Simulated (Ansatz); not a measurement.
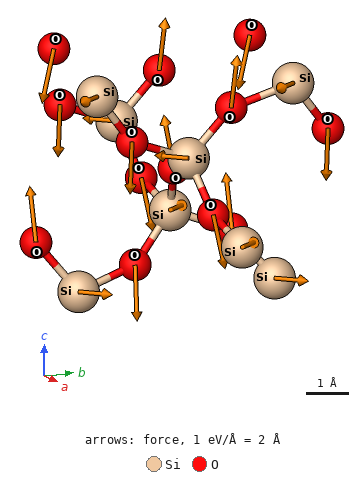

Starting geometry of solid SiO2 (set up in P4_12_12) with the computed forces as orange arrows. The picture is a ball-and-stick view of the atoms within 4.2 Å of the atom that moves most (axes of the cell of the calculation), seen slightly off an axis.

These are results of DFT, PBE, plane-wave PAW, default files, scalar-relativistic in Ansatz, not measurements. Set-up: plane-wave cutoff 420 eV; k-point mesh 5 × 5 × 4; occupations fermi dirac; smearing width 0.02 eV; no spin polarisation; atoms relaxed in a fixed cell; force threshold 0.02 eV/Å; at most 60 steps.

Is this structure relaxed? If not, where do the atoms go?

Answer. It isn't relaxed: the largest force vector, on O atoms, is 0.68 eV/Å. The final displacements follow the starting forces only in part (cosine between the two patterns 0.65). Over 4 accepted moves (5 points after the start) the energy falls by 18.9 meV per atom. Largest force component: 0.67 eV/Å at the start, 0.0022 eV/Å at the end. 1 step only repeated the SCF at the same geometry. The largest moves, 0.10 Å, are those of O atoms. Largest moves by element: O 0.10 Å, Si 0.06 Å. The lattice vectors keep their values. Near-neighbour distances that change, for instance: O–Si 1.590 → 1.625 Å. Among the angles between lasting bonds that change: Si–O–Si 148.4° → 143.7°. The space group stays P4_12_12 (No. 92).
